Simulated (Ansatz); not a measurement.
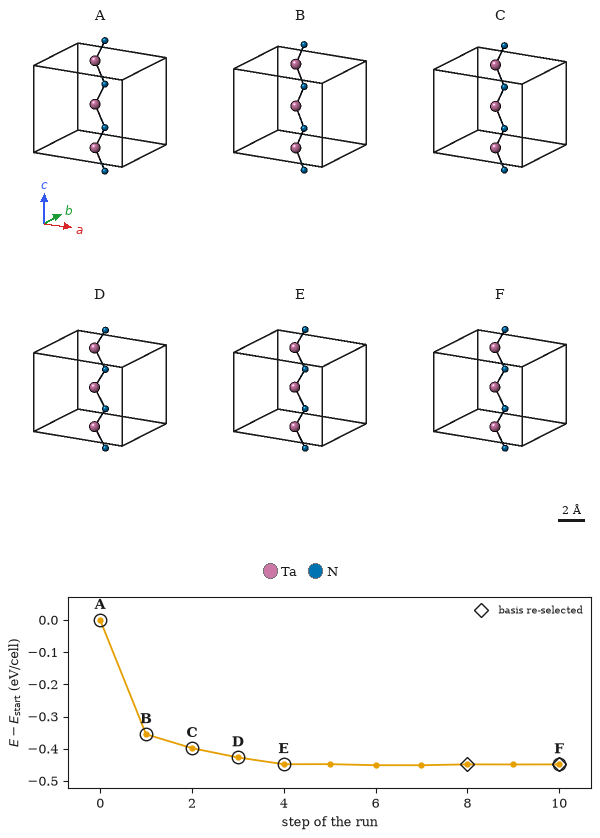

Frames of a relaxation of a wire of composition TaN, marked on the history of the run. The picture is a ball-and-stick view of the 2 repeat of the cell, with the vacuum cut short, seen from a free direction.

Case: zigzag chain of atoms.

All numbers below come from DFT PBE, scalar-relativistic, plane waves, PAW in Ansatz. Set-up: plane-wave cutoff 420 eV; k-point mesh 1 × 1 × 18; occupations gaussian; smearing width 0.05 eV; collinear spin; cell relaxed at fixed a, b, alpha, beta, gamma; force threshold 0.01 eV/Å; at most 45 steps.

**What happens along the run?**

The largest moves relative to the layer's centre, 0.017 Å, are those of Ta and N atoms. By element the largest moves are Ta 0.017 Å, N 0.017 Å. Along the periodic axis the drawn cell goes c 7.156 → 6.512 Å (−9.0 %). Among the contacts that change: Ta–Ta 3.578 → 3.256 Å, N–Ta 2.000 → 1.874 Å. Bond angles that change, for instance: N–Ta–N 126.9° → 120.6°, Ta–N–Ta 126.9° → 120.6°. Over 8 accepted moves (10 points after the start) the energy falls by 0.449 eV per cell of the calculation. The largest force component goes from 2.6 to under 0.0001 eV/Å. At 2 points the geometry stayed and the basis and grid were re-selected for the new cell (energy shift of 2.7 meV per cell of the calculation at most each time). The program noted that the starting moments weren't kept. From step 0 to 1: Ta and N atoms move most (0.07 Å), energy −0.355 eV per cell of the calculation. From step 1 to 2: Ta and N atoms move most (0.03 Å), energy −43.1 meV per cell of the calculation. From step 2 to 3: Ta and N atoms move most (0.09 Å), energy −28.9 meV per cell of the calculation. From step 3 to 4: Ta and N atoms move most (0.02 Å), energy −21.1 meV per cell of the calculation. From step 4 to 10: energy −0.6 meV per cell of the calculation.

```json
{"step": "0", "E − E(0), meV/atom": "0.00", "largest force component, eV/Å": "2.6314", "note": ""}
{"step": "1", "E − E(0), meV/atom": "-177.53", "largest force component, eV/Å": "0.7775", "note": ""}
{"step": "2", "E − E(0), meV/atom": "-199.05", "largest force component, eV/Å": "0.1935", "note": ""}
{"step": "3", "E − E(0), meV/atom": "-213.49", "largest force component, eV/Å": "0.8648", "note": ""}
{"step": "4", "E − E(0), meV/atom": "-224.04", "largest force component, eV/Å": "0.3533", "note": ""}
{"step": "5", "E − E(0), meV/atom": "-223.90", "largest force component, eV/Å": "0.2185", "note": ""}
{"step": "6", "E − E(0), meV/atom": "-225.58", "largest force component, eV/Å": "0.0160", "note": ""}
{"step": "7", "E − E(0), meV/atom": "-225.60", "largest force component, eV/Å": "0.0083", "note": ""}
{"step": "8", "E − E(0), meV/atom": "-224.26", "largest force component, eV/Å": "0.0078", "note": "same geometry, new basis"}
{"step": "9", "E − E(0), meV/atom": "-224.38", "largest force component, eV/Å": "0.0001", "note": ""}
{"step": "10", "E − E(0), meV/atom": "-224.31", "largest force component, eV/Å": "0.0001", "note": "same geometry, new basis"}
```

Limits of the set-up: the k-point mesh is coarse for a cell with partly filled bands.
